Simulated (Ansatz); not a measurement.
# Gap against strain: armchair BAs nanoribbon (N = 4, H edges)

Set-up. Ansatz 0.2.0, plane waves with PAW datasets, PBE, Fermi-Dirac smearing of 0.05 eV, no spin-orbit coupling. The period is scaled from its relaxed value of 5.890 Å and the atoms relax, within the symmetry of the start, at each strain ε (in %); gaps, in eV, are read on a band path.

| period (Å) | energy (eV a cell) | place of the conduction minimum (Γ = 0, Z = 1) | ε | gap |
| --- | --- | --- | --- | --- |
| 5.655 | +0.160 | 0.00 | −4 | 1.658 |
| 5.890 | 0.000 | 0.00 | 0 | 1.623 |
| 6.008 | +0.038 | 0.00 | 2 | 1.556 |
| 6.126 | +0.149 | 0.00 | 4 | 1.491 |
| 6.244 | +0.327 | 0.00 | 6 | 1.436 |

One run is withheld: period (Å) = 5.773, with ε = −2. Fit a straight line gap = a + b × ε to the 5 rows shown and predict it.

**Fit.** The means are 1.6 for ε and 1.553 for gap. The sum of products of deviations is −1.361 and the sum of squares in ε is 59.2, so b = −1.361 / 59.2 = −0.02299 and a = 1.553 − (−0.02299) × 1.6 = 1.59. The residuals' standard deviation, with 3 degrees of freedom, is σ = 0.027.

**Prediction.** gap = 1.59 + (−0.02299) × −2 = 1.636. The run gave 1.697, so the prediction less the run is −0.061. The standard error of a prediction there, σ√(1 + 1/5 + (−2 − 1.6)²/59.2), is 0.032, and the miss is 1.9 times that, for a point between the fitted rows. With so few rows σ is itself uncertain.

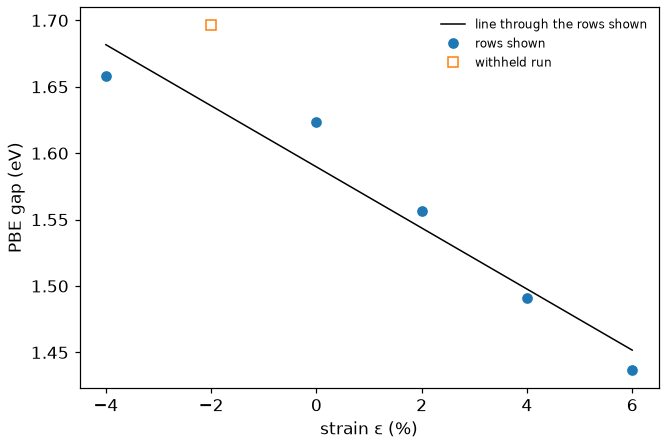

The fitted line, the rows shown and the withheld run.

The gap does not move one way: it turns somewhere between ε = -4 and 0 %, and the true extreme can lie between the rows, beyond the values shown.

Caveats: Kohn-Sham gaps of a wire among periodic images, which in a check on one flat ribbon (7 Å apart) lowered the gap by 0.2 eV and flattened the slope; the slope b × 100 is a mean deformation potential of the gap, in eV per unit strain. Between neighbouring runs it lies between −3.7 and 1.9 eV, so a bend, a kink or scatter between runs makes one line a rough account. The unstrained row comes from a denser mesh than the others, which shifts its energy a little. Series of this kind are told only where this holds: a gap at every strain (compound wires with polar facets were set aside first). 88 of 101 did.
